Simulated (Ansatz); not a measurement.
ZnO: geometry relaxation (part 1 of 2)

ZnO (P6₃mc, 4 atoms in the cell), computed with DFT PBEsol, scalar-relativistic, plane waves, PAW, no spin polarisation (Ansatz 0.2.0).

The structure derives from an entry of the Crystallography Open Database. Figures and captions count atoms from 1; the log counts them from 0 in places.

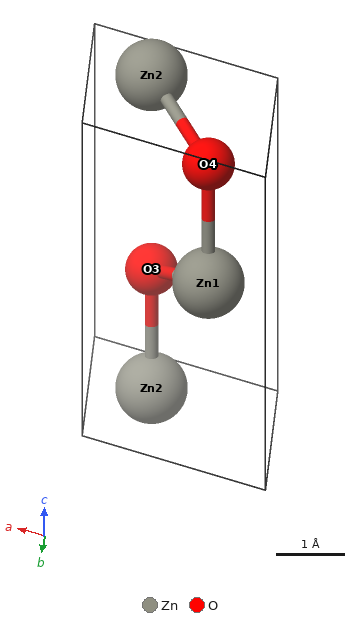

The structure as given in the input (ball-and-stick view of the cell of the calculation, seen at an oblique angle; atoms are numbered from 1 in the order of the input).

**The input**
```yaml
crystal:
  lattice:
    - [3.249308, 0.0, 0.0]
    - [-1.624654, 2.8139832727, 0.0]
    - [0.0, 0.0, 5.205709]
  atoms:
    - { symbol: Zn, position: [0.3333333333, 0.6666666667, 0.5] }
    - { symbol: Zn, position: [0.6666666667, 0.3333333333, 0.0] }
    - { symbol: O, position: [0.6666666667, 0.3333333333, 0.37901] }
    - { symbol: O, position: [0.3333333333, 0.6666666667, 0.87901] }
basis:
  ecutwfc: 420
kpoints:
  mp_grid: { grid: [9, 9, 6] }
hamiltonian:
  xc: pbesol
scf:
  occupations: { method: gaussian, width: 0.02 }
output:
  forces: true
  stress: true
  eigenvalues: true
  write_density: true
  write_potential: true
  elf: true
  volumetric_format: npy
relax:
  adjacent_minimum: "off"
  f_tol: 0.005
  max_steps: 80
  cell: { stress_tol: 0.05 }
```

Launched with:
```bash
ansatz run input.yaml --threads 2 --pin off --max-ram 5120MiB --backend cpu --events-out ev --progress --plain --runs-dir out
```

**What the program printed**
```
Engine: ansatz 0.2.0, x86_64-unknown-linux-gnu
Pseudopotentials: kind: paw
Pseudopotential: Zn, paw, valence charge 12, recommended cutoff 420 eV (normal), Zn.paw.azcp
Pseudopotential: O, paw, valence charge 6, recommended cutoff 420 eV (normal), O.paw.azcp
Functional definition: PBEsol
  exchange = pbesol_x
  correlation = pbesol_c
Crystal: 4 atoms, lattice volume = 47.598 Å³
Basis set: ecut = 420 eV, 941 PW (Γ), exchange–correlation on 48×48×72 points (8 copies of the dense FFT grid, shifted against one another)
Bands: 22, of which v1, the nominal top of the filled ones, is band 18 counted from 1 (17 counted from 0)
Symmetry: 12 space group operations
Space group: P63mc (ITA 186), of the structure as read, at distance tolerance 3.6e-5 Å
k-points: 48 of 486 (time reversal used)
Non-local potential: Zn, projectors of the file, l = 0: 2, l = 1: 2, l = 2: 3, l = 3: 1
Non-local potential: O, projectors of the file, l = 0: 2, l = 1: 2, l = 2: 1
PAW form: soft (Blöchl's): semilocal exchange-correlation on the pseudo side does not see the compensation charge
PAW frozen core: Zn, regenerated for the run's functional, and the local potential with it (the file was generated under x = pbe(κ = 0.804, μ = 0.2195149727645171), c = pbe(β = 0.06672455060314922))
PAW frozen core: O, regenerated for the run's functional, and the local potential with it (the file was generated under x = pbe(κ = 0.804, μ = 0.2195149727645171), c = pbe(β = 0.06672455060314922))
PAW one-centre angular grid: Zn, 590 points (default); XC on 64 Gauss nodes
PAW one-centre angular grid: O, 110 points (default); XC on 64 Gauss nodes
Initial density: superposition of atomic densities (neutral atoms: chi_scale 0, normalization atom), corrected by the library's trained network
Initial wavefunctions: pseudopotential atomic-orbital guess
Functional: x = pbesol(κ = 0.804, μ = 0.12345679012345678), c = pbesol(β = 0.046)
SCF iter   1: F=—  HF=-7684.279285 eV  |F-HF|=—  |Δ(HF+E_count)|=         —  Δρ=1.58e-2  dr2=9.55e-2  ethr=1.77e-3  ⟨swp⟩=6.0  Hψ=4736  notcnv=0
preconditioner: auto → Resta (q_TF=auto, 2.604 Å⁻¹)  ε∞=7.6  [insulator: Δε(μ)=0.559 eV  Ē_g=12.539 eV  σ=0.020 eV  W_gap=1.00  n_scr=22 (ndim 8)  ℏωp=32.3 eV  f_vac=0.035  D(μ)=0.00/eV (n_scr^D=0)  ε∞_Penn≈7.6]
SCF iter   2: F=—  HF=-7684.254483 eV  |F-HF|=—  |Δ(HF+E_count)|=   2.48e-2  Δρ=2.10e-3  dr2=1.02e-3  ethr=2.65e-4  ⟨swp⟩=3.0  Hψ=2473  notcnv=0
SCF iter   3: F=—  HF=-7684.254485 eV  |F-HF|=—  |Δ(HF+E_count)|=   2.15e-6  Δρ=1.15e-3  dr2=4.83e-4  ethr=2.83e-6  ⟨swp⟩=1.1  Hψ=1086  notcnv=0
SCF iter   4: F=—  HF=-7684.254488 eV  |F-HF|=—  |Δ(HF+E_count)|=   3.07e-6  Δρ=2.20e-4  dr2=2.13e-5  ethr=1.34e-6  ⟨swp⟩=2.0  Hψ=1802  notcnv=0
SCF iter   5: F=—  HF=-7684.254507 eV  |F-HF|=—  |Δ(HF+E_count)|=   1.94e-5  Δρ=1.72e-4  dr2=8.41e-6  ethr=5.92e-8  ⟨swp⟩=2.0  Hψ=1824  notcnv=0
SCF iter   6: F=—  HF=-7684.254501 eV  |F-HF|=—  |Δ(HF+E_count)|=   6.07e-6  Δρ=3.11e-5  dr2=3.24e-7  ethr=2.34e-8  ⟨swp⟩=2.0  Hψ=1824  notcnv=0
SCF iter   7: F=-7684.254502 eV  HF=-7684.254502 eV  |F-HF|=8.36e-8  |Δ(HF+E_count)|=   3.45e-7  Δρ=1.00e-5  dr2=4.30e-8  ethr=2.78e-10  ⟨swp⟩=9.0  Hψ=7634  notcnv=0
SCF 1 converged in 7 iterations: F = -7684.254502 eV  dr2 = 4.30e-8
  greatest PAW one-centre occupation: 0.987 electrons in one spin orbital (limit 2), on the Zn atom at site 1 (counted from 0), in its partial waves of l = 2
relax step   1: F+E_penalty+E_count = -7684.25450180 eV  Δ(F+E_penalty+E_count) = +0.000e0 eV  max|allowed force component| = 6.167e-2 eV/Å  Δτ_max = 0.0000 Å  P = -1.449 GPa  Ω = 47.598 Å³  (7 SCF iters, dr2 threshold 1.00e-7 eV, accepted)
Crystal: 4 atoms, lattice volume = 47.356 Å³
Initial density: handed on by an earlier stage of this run
Initial wavefunctions: those handed on with the density
iter 1 solved again at ethr=2.90e-7 eV; its pass at ethr=3.10e-3 eV (dr2=1.04e-4 eV) is discarded
SCF iter   1: F=—  HF=-7684.258092 eV  |F-HF|=—  |Δ(HF+E_count)|=         —  Δρ=5.60e-4  dr2=1.04e-4  ethr=2.90e-7  ⟨swp⟩=2.2  Hψ=5512  notcnv=0
preconditioner: auto → Resta (q_TF=auto, 2.606 Å⁻¹)  ε∞=7.6  [insulator: Δε(μ)=0.708 eV  Ē_g=12.626 eV  σ=0.020 eV  W_gap=1.00  n_scr=22 (ndim 8)  ℏωp=32.4 eV  f_vac=0.031  D(μ)=0.00/eV (n_scr^D=0)  ε∞_Penn≈7.6]
SCF iter   2: F=—  HF=-7684.258061 eV  |F-HF|=—  |Δ(HF+E_count)|=   3.16e-5  Δρ=2.28e-4  dr2=1.28e-5  ethr=2.88e-7  ⟨swp⟩=2.0  Hψ=1826  notcnv=0
SCF iter   3: F=—  HF=-7684.258060 eV  |F-HF|=—  |Δ(HF+E_count)|=   1.18e-6  Δρ=1.12e-4  dr2=5.16e-6  ethr=3.57e-8  ⟨swp⟩=3.0  Hψ=2022  notcnv=0
SCF iter   4: F=—  HF=-7684.258060 eV  |F-HF|=—  |Δ(HF+E_count)|=   4.15e-7  Δρ=6.22e-5  dr2=1.15e-6  ethr=1.43e-8  ⟨swp⟩=2.1  Hψ=1831  notcnv=0
SCF iter   5: F=-7684.258060 eV  HF=-7684.258060 eV  |F-HF|=6.40e-8  |Δ(HF+E_count)|=   5.24e-8  Δρ=2.03e-5  dr2=1.31e-7  ethr=1.11e-9  ⟨swp⟩=9.5  Hψ=9041  notcnv=0
SCF 2 converged in 5 iterations: F = -7684.258060 eV  dr2 = 1.31e-7
  Residual-converged pass: ⟨swp⟩=1.1  Hψ=1255  notcnv=0  max |occ|·‖R‖ = 7.1e-9 eV (tolerance 1.0e-8 eV)  dr2=1.31e-7  dr2_onsite=5.12e-8  max |Δocc| = 6.2e-144
relax step   2: F+E_penalty+E_count = -7684.25806009 eV  Δ(F+E_penalty+E_count) = -3.558e-3 eV  max|allowed force component| = 4.276e-2 eV/Å  Δτ_max = 0.0010 Å  P = -0.701 GPa  Ω = 47.356 Å³  energy of the carried Pulay correction = +1.150e-3 eV  (5 SCF iters, dr2 threshold 4.00e-7 eV, accepted)
Crystal: 4 atoms, lattice volume = 47.128 Å³
iter 1 solved again at ethr=2.50e-7 eV; its pass at ethr=3.10e-3 eV (dr2=9.00e-5 eV) is discarded
SCF iter   1: F=—  HF=-7684.260028 eV  |F-HF|=—  |Δ(HF+E_count)|=         —  Δρ=5.08e-4  dr2=9.17e-5  ethr=2.50e-7  ⟨swp⟩=2.6  Hψ=5694  notcnv=0
preconditioner: auto → Resta (q_TF=auto, 2.609 Å⁻¹)  ε∞=7.6  [insulator: Δε(μ)=0.708 eV  Ē_g=12.662 eV  σ=0.020 eV  W_gap=1.00  n_scr=22 (ndim 8)  ℏωp=32.5 eV  f_vac=0.030  D(μ)=0.00/eV (n_scr^D=0)  ε∞_Penn≈7.6]
SCF iter   2: F=—  HF=-7684.260003 eV  |F-HF|=—  |Δ(HF+E_count)|=   2.45e-5  Δρ=2.10e-4  dr2=1.22e-5  ethr=2.50e-7  ⟨swp⟩=2.0  Hψ=1824  notcnv=0
SCF iter   3: F=—  HF=-7684.260003 eV  |F-HF|=—  |Δ(HF+E_count)|=   4.13e-7  Δρ=1.07e-4  dr2=5.25e-6  ethr=3.39e-8  ⟨swp⟩=3.0  Hψ=2023  notcnv=0
SCF iter   4: F=—  HF=-7684.260004 eV  |F-HF|=—  |Δ(HF+E_count)|=   6.76e-7  Δρ=6.24e-5  dr2=1.20e-6  ethr=1.46e-8  ⟨swp⟩=2.0  Hψ=1818  notcnv=0
SCF iter   5: F=-7684.260004 eV  HF=-7684.260004 eV  |F-HF|=7.98e-8  |Δ(HF+E_count)|=   4.46e-8  Δρ=1.91e-5  dr2=1.08e-7  ethr=1.11e-9  ⟨swp⟩=9.6  Hψ=9127  notcnv=0
SCF 3 converged in 5 iterations: F = -7684.260004 eV  dr2 = 1.08e-7
relax step   3: F+E_penalty+E_count = -7684.26000371 eV  Δ(F+E_penalty+E_count) = -1.944e-3 eV  max|allowed force component| = 1.204e-2 eV/Å  Δτ_max = 0.0005 Å  P = +0.018 GPa  Ω = 47.128 Å³  energy of the carried Pulay correction = +2.234e-3 eV  (5 SCF iters, dr2 threshold 4.00e-7 eV, accepted)
Crystal: 4 atoms, lattice volume = 47.127 Å³
iter 1 solved again at ethr=9.28e-8 eV; its pass at ethr=3.10e-3 eV (dr2=3.34e-5 eV) is discarded
SCF iter   1: F=—  HF=-7684.260060 eV  |F-HF|=—  |Δ(HF+E_count)|=         —  Δρ=4.23e-4  dr2=3.33e-5  ethr=9.28e-8  ⟨swp⟩=2.4  Hψ=5258  notcnv=0
preconditioner: auto → Resta (q_TF=auto, 2.609 Å⁻¹)  ε∞=7.6  [insulator: Δε(μ)=0.705 eV  Ē_g=12.658 eV  σ=0.020 eV  W_gap=1.00  n_scr=22 (ndim 8)  ℏωp=32.5 eV  f_vac=0.030  D(μ)=0.00/eV (n_scr^D=0)  ε∞_Penn≈7.6]
SCF iter   2: F=—  HF=-7684.260046 eV  |F-HF|=—  |Δ(HF+E_count)|=   1.40e-5  Δρ=2.07e-4  dr2=8.23e-6  ethr=9.24e-8  ⟨swp⟩=2.0  Hψ=1757  notcnv=0
SCF iter   3: F=—  HF=-7684.260041 eV  |F-HF|=—  |Δ(HF+E_count)|=   5.80e-6  Δρ=2.25e-5  dr2=1.96e-7  ethr=2.29e-8  ⟨swp⟩=2.0  Hψ=1768  notcnv=0
SCF iter   4: F=—  HF=-7684.260041 eV  |F-HF|=—  |Δ(HF+E_count)|=   1.23e-7  Δρ=2.04e-5  dr2=1.19e-7  ethr=5.44e-10  ⟨swp⟩=2.0  Hψ=1824  notcnv=0
SCF iter   5: F=—  HF=-7684.260041 eV  |F-HF|=—  |Δ(HF+E_count)|=   5.89e-8  Δρ=4.10e-6  dr2=9.13e-9  ethr=3.31e-10  ⟨swp⟩=2.0  Hψ=1823  notcnv=0
SCF iter   6: F=-7684.260041 eV  HF=-7684.260041 eV  |F-HF|=5.23e-10  |Δ(HF+E_count)|=   3.91e-9  Δρ=1.91e-6  dr2=1.42e-9  ethr=2.52e-11  ⟨swp⟩=6.4  Hψ=5649  notcnv=0
SCF 4 converged in 6 iterations: F = -7684.260041 eV  dr2 = 1.42e-9
  greatest PAW one-centre occupation: 0.987 electrons in one spin orbital (limit 2), on the Zn atom at site 0 (counted from 0), in its partial waves of l = 2
relax step   4: F+E_penalty+E_count = -7684.26004059 eV  Δ(F+E_penalty+E_count) = -3.689e-5 eV  max|allowed force component| = 2.350e-5 eV/Å  Δτ_max = 0.0018 Å  P = +0.021 GPa  Ω = 47.127 Å³  energy of the carried Pulay correction = +2.239e-3 eV  (6 SCF iters, dr2 threshold 9.06e-9 eV, accepted)
Initial wavefunctions: pseudopotential atomic-orbital guess (no wavefunctions were taken with the density)
iter 1 solved again at ethr=1.44e-7 eV; its pass at ethr=3.10e-3 eV (dr2=5.20e-5 eV) is discarded
SCF iter   1: F=—  HF=-7684.257833 eV  |F-HF|=—  |Δ(HF+E_count)|=         —  Δρ=1.86e-4  dr2=8.84e-7  ethr=1.44e-7  ⟨swp⟩=3.1  Hψ=7537  notcnv=0
SCF iter   2: F=—  HF=-7684.257891 eV  |F-HF|=—  |Δ(HF+E_count)|=   5.86e-5  Δρ=9.78e-5  dr2=4.71e-7  ethr=2.45e-9  ⟨swp⟩=2.0  Hψ=1920  notcnv=0
SCF iter   3: F=—  HF=-7684.257907 eV  |F-HF|=—  |Δ(HF+E_count)|=   1.54e-5  Δρ=3.37e-5  dr2=2.85e-8  ethr=1.31e-9  ⟨swp⟩=2.1  Hψ=1699  notcnv=0
SCF iter   4: F=—  HF=-7684.257909 eV  |F-HF|=—  |Δ(HF+E_count)|=   2.14e-6  Δρ=3.24e-6  dr2=3.01e-9  ethr=7.92e-11  ⟨swp⟩=2.0  Hψ=1920  notcnv=0
SCF iter   5: F=—  HF=-7684.257909 eV  |F-HF|=—  |Δ(HF+E_count)|=  5.81e-10  Δρ=1.08e-6  dr2=1.21e-10  ethr=8.36e-12  ⟨swp⟩=2.0  Hψ=1822  notcnv=0
SCF iter   6: F=-7684.257909 eV  HF=-7684.257909 eV  |F-HF|=1.19e-10  |Δ(HF+E_count)|=   1.29e-9  Δρ=4.15e-7  dr2=1.76e-11  ethr=1.00e-12  ⟨swp⟩=6.1  Hψ=5341  notcnv=0
SCF 5 converged in 6 iterations: F = -7684.257909 eV  dr2 = 1.76e-11
relax step   5: F+E_penalty+E_count = -7684.25790881 eV  Δ(F+E_penalty+E_count) = +2.132e-3 eV  max|allowed force component| = 2.341e-4 eV/Å  Δτ_max = 0.0000 Å  P = -0.048 GPa  Ω = 47.127 Å³  stress off target by 7.90e-2 GPa  SCF on the basis re-selected at this cell (its energy is not comparable with the rows above)  (6 SCF iters)
basis re-selected at this cell: Δ(F+E_penalty+E_count) = +2.132e-3 eV, ΔP = -0.069 GPa vs the last step (what re-selecting the basis moved, of the pressure what is left beyond the Pulay correction that the steps carried, after the strain that the cell walked since its last selection, with what the two solves' SCF thresholds leave and, on support functions, any second-order correction that the steps lacked; it is no measure of the basis error at this ecutwfc). This SCF's stress stands 7.90e-2 GPa from its target on what of the cell is left free (relax.cell.stress_tol is 5.00e-2 GPa) and its largest allowed force component is 2.34e-4 eV/Å (relax.f_tol is 5.00e-3 eV/Å): not within both, so this SCF does not close the relaxation
Crystal: 4 atoms, lattice volume = 47.112 Å³
iter 1 solved again at ethr=7.93e-9 eV; its pass at ethr=3.10e-3 eV (dr2=2.86e-6 eV) is discarded
SCF iter   1: F=—  HF=-7684.257989 eV  |F-HF|=—  |Δ(HF+E_count)|=         —  Δρ=1.23e-4  dr2=2.78e-6  ethr=7.93e-9  ⟨swp⟩=2.1  Hψ=5297  notcnv=0
preconditioner: auto → Resta (q_TF=auto, 2.609 Å⁻¹)  ε∞=7.6  [insulator: Δε(μ)=0.704 eV  Ē_g=12.661 eV  σ=0.020 eV  W_gap=1.00  n_scr=22 (ndim 8)  ℏωp=32.5 eV  f_vac=0.030  D(μ)=0.00/eV (n_scr^D=0)  ε∞_Penn≈7.6]
SCF iter   2: F=—  HF=-7684.257987 eV  |F-HF|=—  |Δ(HF+E_count)|=   2.55e-6  Δρ=6.19e-5  dr2=7.06e-7  ethr=7.72e-9  ⟨swp⟩=2.3  Hψ=1879  notcnv=0
SCF iter   3: F=—  HF=-7684.257987 eV  |F-HF|=—  |Δ(HF+E_count)|=   2.03e-7  Δρ=1.24e-5  dr2=5.49e-8  ethr=1.96e-9  ⟨swp⟩=2.0  Hψ=1650  notcnv=0
SCF iter   4: F=-7684.257987 eV  HF=-7684.257987 eV  |F-HF|=2.23e-9  |Δ(HF+E_count)|=   1.42e-8  Δρ=6.06e-6  dr2=1.28e-8  ethr=4.34e-11  ⟨swp⟩=8.0  Hψ=6483  notcnv=0
SCF 6 converged in 4 iterations: F = -7684.257987 eV  dr2 = 1.28e-8
relax step   6: F+E_penalty+E_count = -7684.25798665 eV  Δ(F+E_penalty+E_count) = -7.784e-5 eV  max|allowed force component| = 3.150e-5 eV/Å  Δτ_max = 0.0005 Å  P = -0.001 GPa  Ω = 47.112 Å³  energy of the carried Pulay correction = +6.854e-5 eV  (4 SCF iters, dr2 threshold 1.56e-8 eV, accepted)
iter 1 solved again at ethr=1.52e-7 eV; its pass at ethr=3.10e-3 eV (dr2=5.49e-5 eV) is discarded
SCF iter   1: F=—  HF=-7684.257945 eV  |F-HF|=—  |Δ(HF+E_count)|=         —  Δρ=9.21e-6  dr2=1.82e-8  ethr=1.52e-7  ⟨swp⟩=3.1  Hψ=7534  notcnv=0
eigensolver tolerance schedule: the retry pair's looser diagonalisation over-reported the residual by 3018.60 of it (diagonalisation noise at 0.17 of the residual, at the tolerance the schedule requests for it); recorded, not acted on — ethr = c·dr2/N_el stays at c = 1.0e-1
preconditioner: auto → Resta (q_TF=auto, 2.609 Å⁻¹)  ε∞=7.6  [insulator: Δε(μ)=0.704 eV  Ē_g=12.660 eV  σ=0.020 eV  W_gap=1.00  n_scr=22 (ndim 8)  ℏωp=32.5 eV  f_vac=0.030  D(μ)=0.00/eV (n_scr^D=0)  ε∞_Penn≈7.6]
SCF iter   2: F=—  HF=-7684.257944 eV  |F-HF|=—  |Δ(HF+E_count)|=   1.41e-6  Δρ=3.87e-6  dr2=5.59e-9  ethr=5.05e-11  ⟨swp⟩=2.4  Hψ=2013  notcnv=0
SCF iter   3: F=—  HF=-7684.257944 eV  |F-HF|=—  |Δ(HF+E_count)|=   1.98e-9  Δρ=2.20e-6  dr2=1.78e-9  ethr=1.55e-11  ⟨swp⟩=2.8  Hψ=1981  notcnv=0
SCF iter   4: F=—  HF=-7684.257944 eV  |F-HF|=—  |Δ(HF+E_count)|=  3.57e-10  Δρ=7.55e-7  dr2=1.92e-10  ethr=4.95e-12  ⟨swp⟩=2.1  Hψ=1816  notcnv=0
SCF iter   5: F=-7684.257944 eV  HF=-7684.257944 eV  |F-HF|=2.00e-11  |Δ(HF+E_count)|=    0.00e0  Δρ=3.79e-7  dr2=2.81e-11  ethr=1.00e-12  ⟨swp⟩=4.5  Hψ=5623  notcnv=0
SCF 7 converged in 5 iterations: F = -7684.257944 eV  dr2 = 2.81e-11
relax step   7: F+E_penalty+E_count = -7684.25794375 eV  Δ(F+E_penalty+E_count) = +4.290e-5 eV  max|allowed force component| = 9.679e-6 eV/Å  Δτ_max = 0.0000 Å  P = -0.003 GPa  Ω = 47.112 Å³  stress off target by 6.15e-3 GPa  SCF on the basis re-selected at this cell (its energy is not comparable with the rows above)  (5 SCF iters)
```

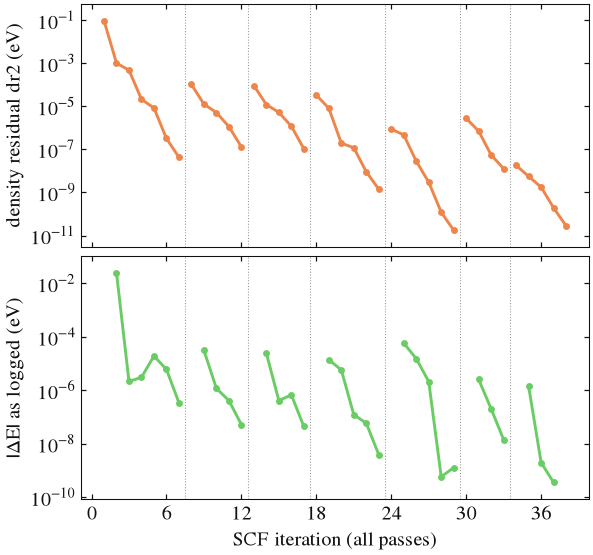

Convergence of the self-consistent field: density residual dr2 and size of the energy change against the SCF iteration. The dotted lines part the SCF passes of the relaxation: geometry steps, rejected trials and re-solves on a re-selected basis. The 7 passes take 4 to 7 iterations each, 38 in all.
